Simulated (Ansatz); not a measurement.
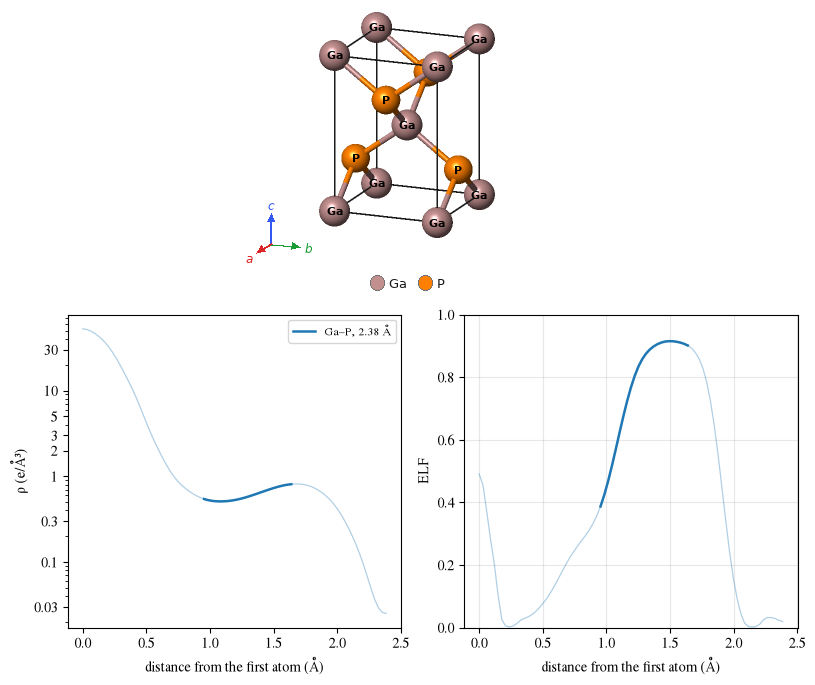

The picture shows: GaP. Valence pseudo-density and ELF along straight lines between neighbouring atoms. Thin, pale parts lie inside the atomic spheres. The structure is drawn too.

Space group I-4m2.

Method: Ansatz 0.2.0, DFT, PBE, plane-wave PAW, default files, scalar-relativistic, frozen cores.

The density is the valence pseudo-density of a PAW calculation; it isn't the true density close to the nuclei.

> What can be read from the curves?

Ga–P (2.38 Å): ρ is about 0.53 e/Å³ halfway; the ELF peaks at about 0.90 in the valence shell of P, 0.9 Å from its nucleus, and is about 0.75 at the midpoint.
